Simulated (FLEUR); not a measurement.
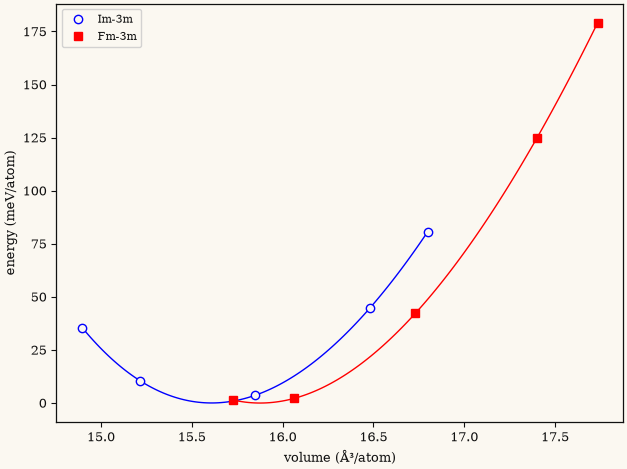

Energy against volume, with one curve for each structure, for W. Each energy curve has its own zero, so the curves don't rank the structures.

Settings that differ: Im-3m: k mesh 12×12×12; Fm-3m: k mesh 11×11×11.

The fitted equilibrium volumes, smallest first, are Im-3m 15.609, Fm-3m 15.876 Å³/atom. The fitted bulk moduli, smallest first, are Im-3m 323.0, Fm-3m 324.6 GPa.

Method: all-electron LAPW DFT, no spin polarisation; energies at scaled volumes of the given cell, shape and fractions fixed, counted from the fit's minimum, third-order Birch-Murnaghan fit (FLEUR MaX-R8.1 (later development tree)). Level: SCAN.

occupations Fermi–Dirac; smearing width 0.05 eV; potentials all electron.
